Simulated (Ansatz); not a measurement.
# ScAl3N4: what the fields show

```
Sc Al N
1.0
     2.99512    0.00000    0.00000
     0.00000    2.99512    0.00000
     0.00000    0.00000    8.32861
Sc Al N
1 3 4
Direct
  0.00000 0.00000 0.50000
  0.00000 0.00000 0.00000
  0.50000 0.50000 0.76109
  0.50000 0.50000 0.23891
  0.00000 0.00000 0.76398
  0.50000 0.50000 0.50000
  0.00000 0.00000 0.23602
  0.50000 0.50000 0.00000
```

Space group P4/mmm; a structure generated by program, which may or may not match a known phase.

The calculation used DFT PBE, scalar-relativistic, plane waves, PAW in Ansatz.

Core electrons are frozen (PAW), and the valence fields are smoothed inside the atomic spheres.

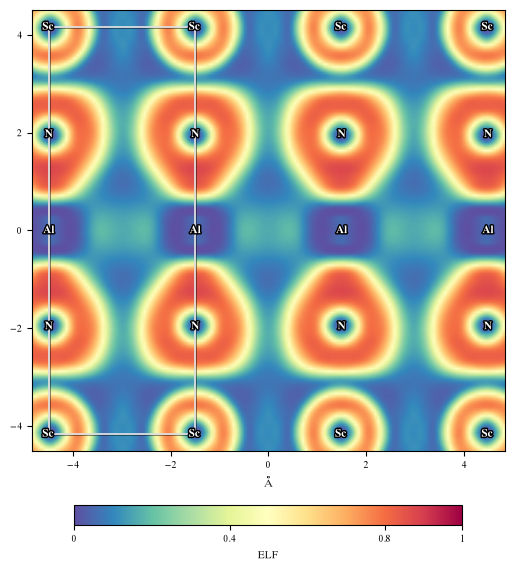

Figure 1. Electron localisation function on the (100) plane of the conventional cell.

What do the fields say about this system?

Atoms in the plane: Sc, Al and N.
Al–N (1.97 Å): the ELF peaks at about 0.90 in the valence shell of N, 0.7 Å from its nucleus, and is about 0.85 at the midpoint.
Sc–N (2.20 Å): the ELF peaks at about 0.85 in the valence shell of N, 0.6 Å from its nucleus, and is about 0.15 at the midpoint: no shared electron pair shows on this line.
The features right at Sc lie inside the PAW spheres, where the map follows smoothed inner orbitals and isn't to be read closely.

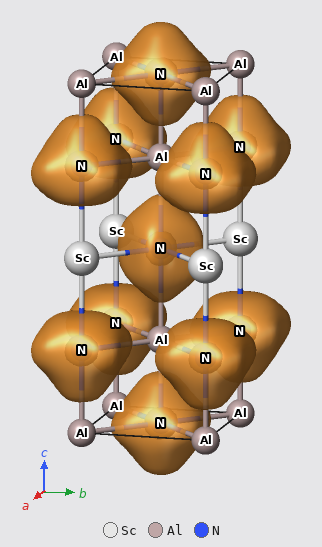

Figure 2. Isosurface of the electron localisation function at 0.6 (orange), seen slightly off an axis. Only the valence region is drawn (cores and ρ < 0.01 e/Å³ removed). Sticks mark near contacts.

Where are the electrons localised?

The surface consists of four regions on N in which the atom's valence shell and bonds are merged, counted in one cell of 8 atoms. Any copies at cell faces, edges or corners count once.


 Sc–N (2.12 Å): the ELF peaks at about 0.85 in the valence shell of N, 0.7 Å from its nucleus, and is about 0.20 at the midpoint (no localised pair shows between them).

Metal or insulator at this level of theory?

It is gapped, with a Kohn–Sham gap of 0.74 eV on the k-point mesh, an upper bound to the gap of this method.

What Bader charges does the calculation give?

Electrons move from Sc and Al towards N. Bader charges: Sc +1.82, Al +2.46 and N −2.46 to −1.98 e.
